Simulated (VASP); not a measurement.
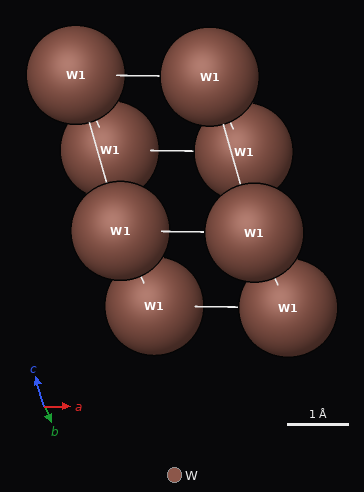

**Figure 1.** The starting structure (spheres-only view of the cell of the calculation, seen at an oblique angle; atoms are numbered from 1 in the order of the input).

**Geometry relaxation, with input and output: W (part 1 of 2)**

System: W (Im-3m, 1 atom in the cell).
Method: Kohn-Sham DFT of a periodic cell, r2SCAN with rVV10, VASP PAW PBE potentials, recommended, no spin polarisation (VASP 6.6.1).

The structure derives from an entry of the Crystallography Open Database.

## OSZICAR
```
N       E                     dE             d eps       ncg     rms          rms(c)
DAV:   1     0.400151692252E+02    0.40015E+02   -0.81219E+03  4290   0.149E+03
DAV:   2    -0.537492005256E+02   -0.93764E+02   -0.90656E+02  4599   0.348E+02
DAV:   3    -0.554206102291E+02   -0.16714E+01   -0.16538E+01  4962   0.460E+01
DAV:   4    -0.554300023931E+02   -0.93922E-02   -0.93908E-02  4629   0.364E+00
DAV:   5    -0.554300770640E+02   -0.74671E-04   -0.74670E-04  4808   0.335E-01    0.230E+01
DAV:   6    -0.505493199141E+02    0.48808E+01   -0.23466E+00  4482   0.224E+01    0.470E+00
DAV:   7    -0.512794562838E+02   -0.73014E+00   -0.17615E-01  4329   0.548E+00    0.290E+00
DAV:   8    -0.506448296184E+02    0.63463E+00   -0.47286E-01  4359   0.928E+00    0.320E+00
DAV:   9    -0.510975329876E+02   -0.45270E+00   -0.11519E-01  4518   0.365E+00    0.135E+00
DAV:  10    -0.511335523149E+02   -0.36019E-01   -0.13307E-02  4320   0.148E+00    0.608E-01
DAV:  11    -0.511348279910E+02   -0.12757E-02   -0.25473E-03  4632   0.683E-01    0.981E-02
DAV:  12    -0.511349334069E+02   -0.10542E-03   -0.23249E-04  4392   0.223E-01    0.491E-02
DAV:  13    -0.511348977755E+02    0.35631E-04   -0.67952E-05  4452   0.126E-01    0.373E-02
DAV:  14    -0.511348863510E+02    0.11425E-04   -0.98847E-06  4590   0.430E-02    0.236E-02
DAV:  15    -0.511348784033E+02    0.79477E-05   -0.14273E-05  4575   0.543E-02    0.719E-03
DAV:  16    -0.511348812327E+02   -0.28294E-05   -0.43277E-06  4746   0.267E-02    0.115E-03
DAV:  17    -0.511348794048E+02    0.18278E-05   -0.17544E-07  4086   0.551E-03    0.853E-04
DAV:  18    -0.511348804467E+02   -0.10419E-05   -0.18436E-08  2196   0.187E-03    0.592E-04
DAV:  19    -0.511348798092E+02    0.63754E-06   -0.11826E-08  2193   0.143E-03    0.516E-05
DAV:  20    -0.511348800168E+02   -0.20766E-06   -0.24538E-09  2172   0.766E-04    0.370E-05
DAV:  21    -0.511348799059E+02    0.11088E-06   -0.16895E-10  2160   0.199E-04    0.285E-05
DAV:  22    -0.511348799117E+02   -0.57346E-08   -0.22792E-11  2154   0.828E-05
   1 F= -.51134880E+02 E0= -.51133083E+02  d E =-.511349E+02
       N       E                     dE             d eps       ncg     rms          rms(c)
DAV:   1    -0.511499805406E+02   -0.15101E-01   -0.39445E-01  4428   0.102E+01    0.159E+00
DAV:   2    -0.511356071120E+02    0.14373E-01   -0.20003E-02  4368   0.195E+00    0.380E-01
DAV:   3    -0.511333846951E+02    0.22224E-02   -0.76644E-03  4455   0.118E+00    0.266E-01
DAV:   4    -0.511307900952E+02    0.25946E-02   -0.23195E-03  4353   0.644E-01    0.281E-02
DAV:   5    -0.511336836609E+02   -0.28936E-02   -0.12733E-03  4302   0.485E-01    0.201E-02
DAV:   6    -0.511337050585E+02   -0.21398E-04   -0.84542E-06  4585   0.378E-02    0.677E-03
DAV:   7    -0.511337136958E+02   -0.86373E-05   -0.29562E-06  4371   0.246E-02    0.591E-03
DAV:   8    -0.511337130892E+02    0.60653E-06   -0.16638E-06  4308   0.201E-02    0.140E-04
DAV:   9    -0.511337137492E+02   -0.65991E-06   -0.11005E-07  3348   0.458E-03    0.155E-04
DAV:  10    -0.511337135863E+02    0.16288E-06   -0.30848E-09  2166   0.803E-04    0.777E-05
DAV:  11    -0.511337135573E+02    0.28942E-07   -0.44792E-09  2154   0.114E-03
   2 F= -.51133714E+02 E0= -.51131848E+02  d E =0.116635E-02
       N       E                     dE             d eps       ncg     rms          rms(c)
DAV:   1    -0.511450478002E+02   -0.11334E-01   -0.24150E-01  4431   0.794E+00    0.128E+00
DAV:   2    -0.511360897282E+02    0.89581E-02   -0.12163E-02  4383   0.154E+00    0.295E-01
DAV:   3    -0.511347818486E+02    0.13079E-02   -0.45488E-03  4455   0.910E-01    0.214E-01
DAV:   4    -0.511332826658E+02    0.14992E-02   -0.12928E-03  4379   0.478E-01    0.359E-02
DAV:   5    -0.511349530275E+02   -0.16704E-02   -0.70438E-04  4302   0.361E-01    0.169E-02
DAV:   6    -0.511349714694E+02   -0.18442E-04   -0.64117E-06  4526   0.338E-02    0.501E-03
DAV:   7    -0.511349712330E+02    0.23639E-06   -0.17063E-06  4386   0.188E-02    0.373E-03
DAV:   8    -0.511349732626E+02   -0.20296E-05   -0.89859E-07  4314   0.146E-02    0.791E-04
DAV:   9    -0.511349731626E+02    0.10006E-06   -0.48448E-08  2406   0.306E-03    0.254E-04
DAV:  10    -0.511349733090E+02   -0.14649E-06   -0.14592E-09  2151   0.579E-04    0.157E-04
DAV:  11    -0.511349732942E+02    0.14794E-07   -0.13396E-09  2145   0.638E-04
   3 F= -.51134973E+02 E0= -.51133162E+02  d E =-.933826E-04
```

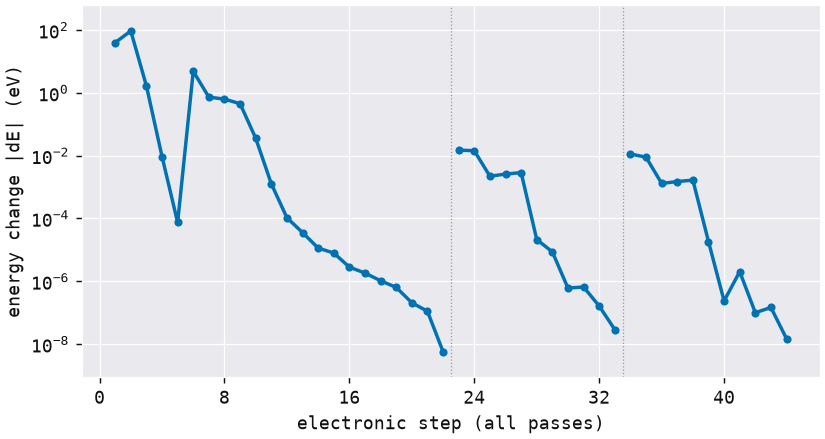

**Figure 2.** Convergence of the self-consistent field: energy change |dE| against the electronic step. Each stretch between dotted lines is the SCF of one geometry step of a relaxation. The 3 ionic steps take 11 to 22 electronic steps each. The density is held fixed in the first few steps, and dE rises again when its update begins.

## Parts of OUTCAR
```
BPARAM = 11.95
   EDIFF = 1E-7
   EDIFFG = -0.002
   ENCUT = 520
   IBRION = 2
   ISIF = 3
   ISMEAR = 0
   IVDW_NL = 2
   LASPH = T
   LREAL = F
   METAGGA = R2SCAN
   NELM = 60
   NSW = 80
   PREC = Accurate

 ion  position               nearest neighbor table
   1  0.000  0.000  0.000-

  LATTYP: Found a body centered cubic cell.
 ALAT       =     3.1646900000

  Lattice vectors:

 A1 = (  -1.5823450000,   1.5823450000,   1.5823450000)
 A2 = (   1.5823450000,  -1.5823450000,   1.5823450000)
 A3 = (   1.5823450000,   1.5823450000,  -1.5823450000)

Analysis of symmetry for initial positions (statically):
=====================================================================
 Subroutine PRICEL returns:
 Original cell was already a primitive cell.

 Routine SETGRP: Setting up the symmetry group for a
 body centered cubic supercell.

 Subroutine GETGRP returns: Found 48 space group operations
 (whereof 48 operations were pure point group operations)
 out of a pool of 48 trial point group operations.

The static configuration has the point symmetry O_h .

Analysis of symmetry for dynamics (positions and initial velocities):
=====================================================================
 Subroutine PRICEL returns:
 Original cell was already a primitive cell.

 Routine SETGRP: Setting up the symmetry group for a
 body centered cubic supercell.

 Subroutine GETGRP returns: Found 48 space group operations
 (whereof 48 operations were pure point group operations)
 out of a pool of 48 trial point group operations.

The dynamic configuration has the point symmetry O_h .

 Subroutine INISYM returns: Found 48 space group operations
 (whereof 48 operations are pure point group operations),
 and found     1 'primitive' translations

----------------------------------------------------------------------------------------

                                     Primitive cell

  volume of cell :      15.8476

  direct lattice vectors                    reciprocal lattice vectors
    -1.582345000  1.582345000  1.582345000     0.000000000  0.315986716  0.315986716
     1.582345000 -1.582345000  1.582345000     0.315986716  0.000000000  0.315986716
     1.582345000  1.582345000 -1.582345000     0.315986716  0.315986716  0.000000000

  length of vectors
     2.740701935  2.740701935  2.740701935     0.446872699  0.446872699  0.446872699

  position of ions in fractional coordinates (direct lattice)
     0.000000000  0.000000000  0.000000000

  ion indices of the primitive-cell ions
   primitive index   ion index
                 1           1

----------------------------------------------------------------------------------------

 KPOINTS: k-points

Automatic generation of k-mesh.
 Grid dimensions read from file:
 generate k-points for:   18   18   18

 Generating k-lattice:

  Cartesian coordinates                     Fractional coordinates (reciprocal lattice)
     0.000000000  0.017554818  0.017554818     0.055555556  0.000000000  0.000000000
     0.017554818  0.000000000  0.017554818     0.000000000  0.055555556  0.000000000
     0.017554818  0.017554818  0.000000000     0.000000000  0.000000000  0.055555556

  Length of vectors
     0.024826261  0.024826261  0.024826261

  Shift w.r.t. Gamma in fractional coordinates (k-lattice)
     0.000000000  0.000000000  0.000000000

 Subroutine IBZKPT returns following result:
 ===========================================

 Found    195 irreducible k-points:

 Following reciprocal coordinates:
            Coordinates               Weight
  0.000000  0.000000  0.000000      1.000000
  0.055556  0.000000  0.000000     12.000000
  0.111111  0.000000  0.000000     12.000000
  0.166667  0.000000  0.000000     12.000000
  0.222222  0.000000  0.000000     12.000000
  0.277778  0.000000  0.000000     12.000000
  0.333333  0.000000  0.000000     12.000000
  0.388889  0.000000  0.000000     12.000000
  0.444444  0.000000  0.000000     12.000000
  0.500000  0.000000  0.000000      6.000000
  0.055556  0.055556  0.000000     24.000000
  0.111111  0.055556  0.000000     48.000000
  0.166667  0.055556  0.000000     48.000000
  0.222222  0.055556  0.000000     48.000000
  0.277778  0.055556  0.000000     48.000000
  0.333333  0.055556  0.000000     48.000000
  0.388889  0.055556  0.000000     48.000000
  0.444444  0.055556  0.000000     48.000000
  0.111111  0.111111  0.000000     24.000000
  0.166667  0.111111 -0.000000     48.000000
  0.222222  0.111111  0.000000     48.000000
  0.277778  0.111111  0.000000     48.000000
  0.333333  0.111111 -0.000000     48.000000
  0.388889  0.111111  0.000000     48.000000
 [... further k-points ...]
   k-points           NKPTS =    195   k-points in BZ     NKDIM =    195   number of bands    NBANDS=     11
   number of dos      NEDOS =    301   number of ions     NIONS =      1
   total plane-waves  NPLWV =   8000
   dimension x,y,z NGX =    20 NGY =   20 NGZ =   20
   dimension x,y,z NGXF=    40 NGYF=   40 NGZF=   40
   ions per type =               1
   NGX,Y,Z   is equivalent  to a cutoff of  12.13, 12.13, 12.13 a.u.
   NGXF,Y,Z  is equivalent  to a cutoff of  24.26, 24.26, 24.26 a.u.
 SYSTEM =  unknown system
   PREC   = accura    normal or accurate (medium, high low for compatibility)
   ISTART =      0    job   : 0-new  1-cont  2-samecut
   ICHARG =      2    charge: 1-file 2-atom 10-const
   ISPIN  =      1    spin polarized calculation?
   LNONCOLLINEAR =      F non collinear calculations
   LSORBIT =      F    spin-orbit coupling
   LASPH  =      T    aspherical Exc in radial PAW
   ENCUT  =  520.0 eV  38.22 Ry    6.18 a.u.   5.10  5.10  5.10*2*pi/ulx,y,z
   NELM   =     60;   NELMIN=  2; NELMDL= -5     # of ELM steps
   EDIFF  = 0.1E-06   stopping-criterion for ELM
   LREAL  =      F    real-space projection
   EDIFFG = -.2E-02   stopping-criterion for IOM
   NSW    =     80    number of steps for IOM
   IBRION =      2    ionic relax: 0-MD 1-quasi-New 2-CG
   NFREE  =      1    steps in history (QN), initial steepest desc. (CG)
   ISIF   =      3    stress and relaxation
   ISYM   =      2    0-nonsym 1-usesym 2-fastsym
   POTIM  = 0.5000    time-step for ionic-motion
   TEBEG  =    0.0;   TEEND  =   0.0 temperature during run
   PSTRESS=    0.0 pullay stress
   NELECT =      14.0000    total number of electrons
   NUPDOWN=      -1.0000    fix difference up-down
   EMIN   =  10.00;   EMAX   =-10.00  energy-range for DOS
   EFERMI =   0.00;   METHOD = LEGACY
   ISMEAR =     0;   SIGMA  =   0.10  broadening in eV -4-tet -1-fermi 0-gaus
   EFERMI_NEDOS =   21; number of points for ismear=-14 and -15
   IALGO  =     38    algorithm
   IMIX   =      4    mixing-type and parameters
     AMIX     =   0.40;   BMIX     =  1.00
     AMIX_MAG =   1.60;   BMIX_MAG =  1.00
  volume/ion in A,a.u.               =      15.85       106.94
  Fermi-wavevector in a.u.,A,eV,Ry     =   1.570832  2.968442 33.572544  2.467512
  Thomas-Fermi vector in A             =   2.672506
   LORBIT       =      0    0 simple, 1 ext, 2 COOP (PROOUT), +10 PAW based schemes
   METAGGA = R2SCAN    functional components
   LHFCALC =     F    Hartree Fock is set to
   AEXX    =    0.0000 exact exchange contribution
   IVDW_NL    =     2    kernel type
   BPARAM     =11.9500
   IVDW    =     0    specifies the selected vdW correction
   LEPSILON=     F    determine dielectric tensor
   LRPA    =     F    only Hartree local field effects (RPA)
 conjugate gradient relaxation of ions
 non-spin polarized calculation
 Gauss-broadening in eV      SIGMA  =   0.10
  energy-cutoff  :      520.00
  volume of cell :       15.85
 maximum number of plane-waves:       440
   NGX = 11   NGY = 11   NGZ = 11

--------------------------------------- Ionic step        1  -------------------------------------------

 number of electron      14.0000004 magnetization
```
